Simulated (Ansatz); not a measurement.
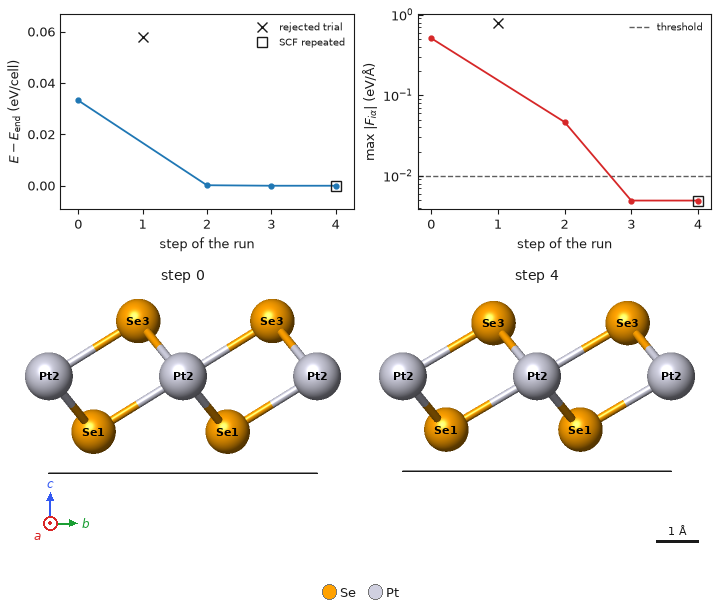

First and last geometry of a relaxation of a slab of composition PtSe2, with the history of the run. Style: ball-and-stick. Shown: the 2 × 2 repeat of the cell, outlined in the plane, without the vacuum, along the a axis.

Case: strain along x +0.050, atoms relaxed.

Theory: DFT PBE+D3(BJ), scalar-relativistic, plane waves, PAW in Ansatz 0.2.0. Settings: plane-wave cutoff 420 eV; k-point mesh 12 × 12 × 1; occupations gaussian; smearing width 0.02 eV; no spin polarisation; atoms relaxed in a fixed cell; force threshold 0.01 eV/Å; at most 40 steps.

Read the history and describe the run.

It converged. The largest moves, 0.058 Å, are those of Se1 and Se3. Se1 goes at 31° to the normal (+c side). Pt stays in place. The lattice vectors keep their values. Near-neighbour distances that change, for instance: Pt2–Se3 2.586 → 2.548 Å. After 2 accepted moves (4 points after the start) the energy has fallen by 33.2 meV per cell of the calculation. The largest force component goes from 0.51 to 0.0049 eV/Å. The line search rejected the trial step at point 1 of the run. 1 step only repeated the SCF at the same geometry.
